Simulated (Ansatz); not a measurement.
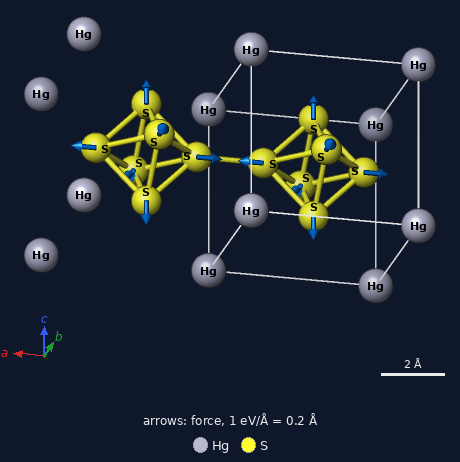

Starting geometry of solid HgS₆ (a generated structure, set up in Pm-3m) (coarse preliminary run) with the computed forces as blue arrows. A ball-and-stick model of the cell of the calculation, repeated 2 × 1 × 1 with one cell outlined, seen from a free direction.

All numbers below come from DFT PBE, scalar-relativistic, plane waves, PAW (Ansatz). (plane-wave cutoff 420 eV; k-point mesh 4 × 4 × 4; occupations gaussian; smearing width 0.1 eV; no spin polarisation; cell and atoms relaxed; force threshold 0.04 eV/Å; at most 70 steps)

Is this structure relaxed? If not, where do the atoms go?

It isn't relaxed: the largest force vector, on S atoms, is 4.23 eV/Å. The atoms end up moving mostly along the starting forces (cosine between the two patterns 1.00). The largest moves relative to the cell, 0.29 Å, are those of S atoms. Hg stays in place. The drawn cell changes as follows: a = b = c 5.481 → 6.291 Å (+14.8 %); the volume changes by +51.2 %. Some distances before and after: S–S 2.334 → 3.087 Å, S–S 2.180 → 1.926 Å. Bonds break: S–S (2.33 → 3.09 Å). The space group stays Pm-3m (No. 221). The energy falls by 4.778 eV per cell of the calculation in 7 accepted moves (9 points after the start). Largest force component: 4.2 eV/Å at the start, 0.018 eV/Å at the end. The pressure goes from 15.30 to 0.08 GPa. At 2 points the geometry stayed and the basis and grid were re-selected for the new cell (energy shift of 56.8 meV per cell of the calculation at most each time).
